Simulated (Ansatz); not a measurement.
**Geometry relaxation, with input and output: LiCl (part 2 of 2)**

Continued. System: LiCl (P3m1, 10 atoms in the cell). Method: DFT PBEsol, scalar-relativistic, plane waves, PAW, no spin polarisation (Ansatz 0.2.0); cutoff 420 eV, 9×9×2 k-mesh, Gaussian smearing of 0.02 eV. The structure was built on a prototype by a generator; it need not be a known phase. It belongs to a series of runs on one base structure; here: stacking ABCAB.

Geometry of the input (Å; fractional positions):
```
3.8814  0.0000  0.0000
-1.9407  3.3614  0.0000
0.0000  0.0000  15.4461
Li 0.0000  0.0000  0.0000
Cl 0.0000  0.0000  0.1500
Li 0.3333  0.6667  0.2000
Cl 0.3333  0.6667  0.3500
Li 0.6667  0.3333  0.4000
Cl 0.6667  0.3333  0.5500
Li 0.0000  0.0000  0.6000
Cl 0.0000  0.0000  0.7500
Li 0.3333  0.6667  0.8000
Cl 0.3333  0.6667  0.9500
```

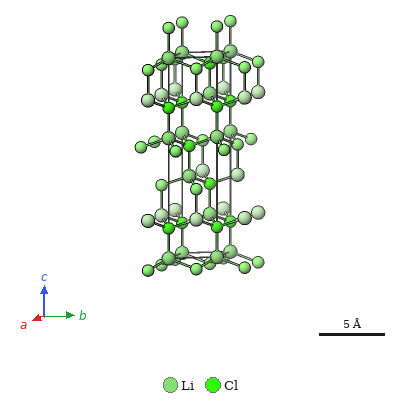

Fig. 1: The geometry at step 3 of the log (ball-and-stick view of the cell of the calculation, seen slightly off an axis; neighbours outside the cell are drawn fainter).

**Output, continued**
```
SCF iter   1: F=—  HF=-6337.230687 eV  |F-HF|=—  |Δ(HF+E_count)|=         —  Δρ=1.99e-5  dr2=3.68e-8  ethr=3.24e-7  ⟨swp⟩=4.0  Hψ=6716  notcnv=0  defer=3
eigensolver tolerance schedule: the retry pair's looser diagonalisation over-reported the residual by 4405.39 of it (diagonalisation noise at 0.85 of the residual, at the tolerance the schedule requests for it); recorded, not acted on — ethr = c·dr2/N_el stays at c = 1.0e-1
preconditioner: auto → Resta (q_TF=auto, 2.163 Å⁻¹)  ε∞=2.7  [insulator: Δε(μ)=5.863 eV  Ē_g=12.571 eV  σ=0.020 eV  W_gap=1.00  n_scr=40 (ndim 8)  ℏωp=16.5 eV  f_vac=0.031  D(μ)=0.00/eV (n_scr^D=0)  ε∞_Penn≈2.7]
SCF iter   2: F=—  HF=-6337.230805 eV  |F-HF|=—  |Δ(HF+E_count)|=   1.18e-4  Δρ=1.00e-5  dr2=8.98e-9  ethr=7.36e-11  ⟨swp⟩=3.1  Hψ=1931  notcnv=0  defer=2
SCF iter   3: F=—  HF=-6337.230808 eV  |F-HF|=—  |Δ(HF+E_count)|=   3.24e-6  Δρ=5.09e-6  dr2=1.99e-9  ethr=1.80e-11  ⟨swp⟩=2.3  Hψ=1260  notcnv=0  defer=2
SCF iter   4: F=-6337.230809 eV  HF=-6337.230809 eV  |F-HF|=2.43e-10  |Δ(HF+E_count)|=   1.12e-6  Δρ=1.24e-7  dr2=2.24e-11  ethr=1.00e-12  ⟨swp⟩=6.2  Hψ=3832  notcnv=0
SCF 5 converged in 4 iterations: F = -6337.230809 eV  dr2 = 2.24e-11
relax step   5: F+E_penalty+E_count = -6337.23080940 eV  Δ(F+E_penalty+E_count) = +1.297e-6 eV  max|allowed force component| = 3.888e-3 eV/Å  Δτ_max = 0.0000 Å  P = -0.003 GPa  Ω = 201.500 Å³  stress off target by 6.54e-3 GPa  SCF on the basis re-selected at this cell (its energy is not comparable with the rows above)  (4 SCF iters)
basis re-selected at this cell: Δ(F+E_penalty+E_count) = +1.297e-6 eV, ΔP = +0.000 GPa vs the last step (what re-selecting the basis moved, of the pressure what is left beyond the Pulay correction that the steps carried, after the strain that the cell walked since its last selection, with what the two solves' SCF thresholds leave and, on support functions, any second-order correction that the steps lacked; it is no measure of the basis error at this ecutwfc). This SCF's stress stands 6.54e-3 GPa from its target on what of the cell is left free (relax.cell.stress_tol is 5.00e-2 GPa) and its largest allowed force component is 3.89e-3 eV/Å (relax.f_tol is 1.00e-2 eV/Å): within both
SCF converged after 4 iterations
Free energy (F): -6337.230809 eV
Harris-Foulkes:  -6337.230809 eV  (|F-HF|=2.43e-10)
Internal energy: -6337.230809 eV  (E = F + TS)
E sigma→0 (E₀):  -6337.230809 eV
Fermi energy:    2.792445 eV
--- Per-component energies (eV) ---
  E_band       = -582.509996
  E_kinetic    = 917.094880
  E_local      = -1966.553837  (includes V_loc(G=0)·N_el)
  E_nonlocal   = -20.537076
  E_hartree    = 605.798970
  E_xc         = -584.784589
  E_vxc        = -678.113199  (∫ρ·V_xc dr)
  E_paw        = -3307.902333  (= ΣΔE_a)
  E_vpaw       = -45.999258  (= ΣTr[D̂ρ^β])
  E_aug_tail   = 0.000529  (compensation charges beyond the density's cutoff)
  E_ewald      = -1980.739514
  E_core_change = 0.392161  (= ΣΔE_core)
  E_smearing   = -0.000000  (= −TS)
  E_closure    = 0.000000  (closes the sum)
  Σ components = -6337.230809   (vs F -6337.230809, Δ=0.00e0)
--- Forces (eV/Å), atoms counted from 1 ---
  atom   1  Li    -0.00000000     0.00000000     0.00056668
  atom   2  Cl     0.00000000    -0.00000000    -0.00204017
  atom   3  Li     0.00000000    -0.00000000     0.00209851
  atom   4  Cl     0.00000000    -0.00000000    -0.00388878
  atom   5  Li     0.00000000    -0.00000000     0.00386323
  atom   6  Cl     0.00000000    -0.00000000    -0.00370793
  atom   7  Li     0.00000000    -0.00000000     0.00310929
  atom   8  Cl     0.00000000    -0.00000000    -0.00181973
  atom   9  Li     0.00000000    -0.00000000     0.00137438
  atom  10  Cl    -0.00000000     0.00000000     0.00043399
  max |Σ_I F_I| component: 1.05e-5 eV/Å
--- Stress (GPa, compression-positive) ---
       -0.006544       0.000000       0.000000
        0.000000      -0.006544      -0.000000
        0.000000      -0.000000       0.004857
  P = ⅓ Tr σ = -0.0027 GPa (-0.027 kbar)
--- Band table (eV; the first three rows and the last of 24) ---
  k-point 0: bands = ["-42.3528", "-42.3482", "-42.3186", "-42.3177", "-42.2990", "-12.9254", "-12.8163", "-12.8099", "-12.6430", "-12.6115", "-2.1547", "-2.1110", "-1.0163", "-1.0122", "-0.4971", "-0.4971", "-0.4610", "-0.4610", "-0.3018", "-0.3018", "-0.2990", "-0.2990", "-0.1806", "-0.1806", "-0.1390", "5.7239", "6.6638", "6.6752", "7.8386", "7.9026", "9.7352", "9.7352", "9.9717", "9.9717", "9.9831"]
  k-point 1: bands = ["-42.3528", "-42.3482", "-42.3186", "-42.3177", "-42.2990", "-12.9092", "-12.8773", "-12.7166", "-12.7119", "-12.5910", "-2.3039", "-1.6651", "-1.6591", "-0.5121", "-0.5121", "-0.4223", "-0.4028", "-0.4028", "-0.3941", "-0.3941", "-0.3855", "-0.2281", "-0.2281", "-0.2026", "-0.2026", "5.9892", "6.0250", "7.3696", "7.3869", "8.0347", "9.7517", "9.7517", "9.8915", "9.8915", "9.9306"]
  k-point 2: bands = ["-42.3527", "-42.3481", "-42.3185", "-42.3175", "-42.2989", "-12.8957", "-12.7914", "-12.7848", "-12.6272", "-12.5957", "-2.0995", "-2.0549", "-1.0858", "-1.0634", "-0.6947", "-0.6214", "-0.5852", "-0.5103", "-0.4854", "-0.4177", "-0.4074", "-0.3829", "-0.2959", "-0.2195", "-0.1746", "6.0246", "6.8272", "6.8663", "8.0503", "8.1456", "9.3404", "9.6263", "9.8046", "9.9286", "9.9739"]
  k-point 23: bands = ["-42.3515", "-42.3469", "-42.3173", "-42.3163", "-42.2977", "-12.5640", "-12.5601", "-12.5355", "-12.5166", "-12.5063", "-1.9843", "-1.8406", "-1.8181", "-1.7315", "-1.6495", "-1.6306", "-1.5229", "-1.2790", "-1.2673", "-1.1752", "-0.9282", "-0.9229", "-0.7978", "-0.6529", "-0.6434", "7.6504", "7.8945", "7.9151", "8.1295", "8.9815", "8.9887", "9.0054", "9.6548", "9.6975", "9.7174"]
--- Relaxed structure (4 steps of the walk, 4 accepted, 1 SCFs on fresh bases) ---
  F+E_penalty+E_count = -6337.23080940 eV   max|allowed force component| = 3.888e-3 eV/Å   (the final SCF, on the basis selected at the relaxed cell)
  cell:  # Å, volume = 201.5003 Å³
    - [3.8614262004908517, 2.871860234582319e-11, -6.344695894608998e-19]
    - [-1.930713100270297, 3.3440931844495414, 6.344695894609035e-19]
    - [-2.5248537460389566e-18, 1.4577249899150145e-18, 15.604492540777647]
  atoms:
    - { symbol: Li, position: [-1.474977282874656e-17, -2.3737958692970835e-17, -0.0006256978559469268] }
    - { symbol: Cl, position: [-1.4826570567279762e-17, -2.3661160954437632e-17, 0.15027752447906118] }
    - { symbol: Li, position: [0.33333333333333326, 0.6666666666666665, 0.1986200473621116] }
    - { symbol: Cl, position: [0.33333333333333326, 0.6666666666666665, 0.3500531613312557] }
    - { symbol: Li, position: [0.6666666666666666, 0.3333333333333333, 0.3991844685005246] }
    - { symbol: Cl, position: [0.6666666666666666, 0.3333333333333333, 0.5505571240375816] }
    - { symbol: Li, position: [-1.477600644272451e-17, -2.3711725078992884e-17, 0.599682837089553] }
    - { symbol: Cl, position: [-1.4892341218274625e-17, -2.3595390303442766e-17, 0.7510510566442159] }
    - { symbol: Li, position: [0.33333333333333326, 0.6666666666666665, 0.8001846982950688] }
    - { symbol: Cl, position: [0.33333333333333326, 0.6666666666666665, 0.9510147801165737] }
--- Löwdin populations: 10 sites ---
  site symbol       q [e]
     0     Li      2.3114
     1     Cl      7.6299
     2     Li      2.3122
     3     Cl      7.6288
     4     Li      2.3117
     5     Cl      7.6288
     6     Li      2.3116
     7     Cl      7.6283
     8     Li      2.3109
     9     Cl      7.6295
  spilling = 0.005937 (of n_electrons = 50.000000)
```

**File populations.tsv**
```
# site	symbol	l	j	q
# orbitals = lowdin
# n_electrons = 50.000000
# spilling = 0.005937
0	Li	0_1S	-	1.984429
0	Li	0_2S	-	0.326998
1	Cl	0_3S	-	1.865817
1	Cl	1_3P	-	5.764101
2	Li	0_1S	-	1.984538
2	Li	0_2S	-	0.327650
3	Cl	0_3S	-	1.866500
3	Cl	1_3P	-	5.762260
4	Li	0_1S	-	1.984641
4	Li	0_2S	-	0.327078
5	Cl	0_3S	-	1.866514
5	Cl	1_3P	-	5.762334
6	Li	0_1S	-	1.984658
6	Li	0_2S	-	0.326959
7	Cl	0_3S	-	1.866300
7	Cl	1_3P	-	5.762015
8	Li	0_1S	-	1.984548
8	Li	0_2S	-	0.326362
9	Cl	0_3S	-	1.865629
9	Cl	1_3P	-	5.763822
```

**Trajectory as extended XYZ (Å, eV, eV/Å), 5 frames, from step=1 to step=5**
```
10
Lattice="3.8814 0.0000 0.0000 -1.9407 3.3614 0.0000 0.0000 0.0000 15.4461" Properties=species:S:1:pos:R:3:forces:R:3 step=1 energy=-6337.21983 pressure_GPa=0.02
Li    0.0000    0.0000    0.0000    0.0000   0.0000  -0.0939
Cl    0.0000    0.0000    2.3169    0.0000   0.0000   0.0915
Li    0.0000    2.2410    3.0892    0.0000   0.0000  -0.1105
Cl    0.0000    2.2410    5.4061    0.0000   0.0000   0.0860
Li    1.9407    1.1205    6.1784    0.0000   0.0000  -0.0858
Cl    1.9407    1.1205    8.4953    0.0000   0.0000   0.0858
Li    0.0000    0.0000    9.2676    0.0000   0.0000  -0.0862
Cl    0.0000    0.0000   11.5846    0.0000   0.0000   0.0885
Li    0.0000    2.2410   12.3569    0.0000   0.0000  -0.0694
Cl    0.0000    2.2410   14.6738    0.0000   0.0000   0.0940
10
Lattice="3.8717 0.0000 0.0000 -1.9358 3.3529 0.0000 0.0000 0.0000 15.5188" Properties=species:S:1:pos:R:3:forces:R:3 step=2 energy=-6337.22638 pressure_GPa=0.02
Li    0.0000    0.0000   -0.0020    0.0000   0.0000  -0.0566
Cl    0.0000    0.0000    2.3267    0.0000   0.0000   0.0564
Li    0.0000    2.2353    3.0941    0.0000   0.0000  -0.0662
Cl    0.0000    2.2353    5.4264    0.0000   0.0000   0.0605
Li    1.9358    1.1177    6.2037    0.0000   0.0000  -0.0592
Cl    1.9358    1.1177    8.5357    0.0000   0.0000   0.0591
Li    0.0000    0.0000    9.3129    0.0000   0.0000  -0.0592
Cl    0.0000    0.0000   11.6451    0.0000   0.0000   0.0596
Li    0.0000    2.2353   12.4216    0.0000   0.0000  -0.0498
Cl    0.0000    2.2353   14.7502    0.0000   0.0000   0.0550
10
Lattice="3.8601 0.0000 0.0000 -1.9300 3.3429 0.0000 0.0000 0.0000 15.6122" Properties=species:S:1:pos:R:3:forces:R:3 step=3 energy=-6337.23073 pressure_GPa=0.00
Li    0.0000    0.0000   -0.0064    0.0000   0.0000  -0.0099
Cl    0.0000    0.0000    2.3426    0.0000   0.0000   0.0106
Li    0.0000    2.2286    3.1036    0.0000   0.0000  -0.0104
Cl    0.0000    2.2286    5.4605    0.0000   0.0000   0.0114
Li    1.9300    1.1143    6.2349    0.0000   0.0000  -0.0099
Cl    1.9300    1.1143    8.5915    0.0000   0.0000   0.0102
Li    0.0000    0.0000    9.3658    0.0000   0.0000  -0.0092
Cl    0.0000    0.0000   11.7230    0.0000   0.0000   0.0088
Li    0.0000    2.2286   12.4966    0.0000   0.0000  -0.0092
Cl    0.0000    2.2286   14.8458    0.0000   0.0000   0.0071
10
Lattice="3.8614 0.0000 0.0000 -1.9307 3.3441 0.0000 0.0000 0.0000 15.6045" Properties=species:S:1:pos:R:3:forces:R:3 step=4 energy=-6337.23081 pressure_GPa=-0.00
Li    0.0000    0.0000   -0.0098    0.0000   0.0000   0.0006
Cl    0.0000    0.0000    2.3450    0.0000   0.0000  -0.0021
Li    0.0000    2.2294    3.0994    0.0000   0.0000   0.0021
Cl    0.0000    2.2294    5.4624    0.0000   0.0000  -0.0039
Li    1.9307    1.1147    6.2291    0.0000   0.0000   0.0039
Cl    1.9307    1.1147    8.5912    0.0000   0.0000  -0.0037
Li    0.0000    0.0000    9.3577    0.0000   0.0000   0.0031
Cl    0.0000    0.0000   11.7198    0.0000   0.0000  -0.0018
Li    0.0000    2.2294   12.4865    0.0000   0.0000   0.0014
Cl    0.0000    2.2294   14.8401    0.0000   0.0000   0.0004
10
Lattice="3.8614 0.0000 0.0000 -1.9307 3.3441 0.0000 0.0000 0.0000 15.6045" Properties=species:S:1:pos:R:3:forces:R:3 step=5 energy=-6337.23081 pressure_GPa=-0.00
Li    0.0000    0.0000   -0.0098    0.0000   0.0000   0.0006
Cl    0.0000    0.0000    2.3450    0.0000   0.0000  -0.0020
Li    0.0000    2.2294    3.0994    0.0000   0.0000   0.0021
Cl    0.0000    2.2294    5.4624    0.0000   0.0000  -0.0039
Li    1.9307    1.1147    6.2291    0.0000   0.0000   0.0039
Cl    1.9307    1.1147    8.5912    0.0000   0.0000  -0.0037
Li    0.0000    0.0000    9.3577    0.0000   0.0000   0.0031
Cl    0.0000    0.0000   11.7198    0.0000   0.0000  -0.0018
Li    0.0000    2.2294   12.4865    0.0000   0.0000   0.0014
Cl    0.0000    2.2294   14.8401    0.0000   0.0000   0.0004
```

**Summary**

```json
{"quantity": "outcome", "value": "converged"}
{"quantity": "space group (tolerance 0.01 Å)", "value": "P3m1 (156)"}
{"quantity": "electrons treated", "value": "50"}
{"quantity": "free energy", "value": "−6337.2308 eV"}
{"quantity": "Fermi energy", "value": "2.792 eV"}
{"quantity": "gap on the k-point mesh", "value": "5.86 eV"}
{"quantity": "pressure", "value": "0.00 GPa"}
{"quantity": "final volume", "value": "201.50 Å³"}
{"quantity": "largest force (length of the vector) at the end", "value": "0.004 eV/Å"}
{"quantity": "final cell", "value": "a = 3.861 Å, b = 3.861 Å, c = 15.604 Å, α = 90.00°, β = 90.00°, γ = 120.00°"}
{"quantity": "hardware", "value": "1 thread of Intel Xeon @ 2.50GHz (Skylake/Cascade Lake), 176 GiB of memory available, shared host"}
{"quantity": "wall time", "value": "75 s"}
{"quantity": "peak memory", "value": "0.57 GiB"}
```
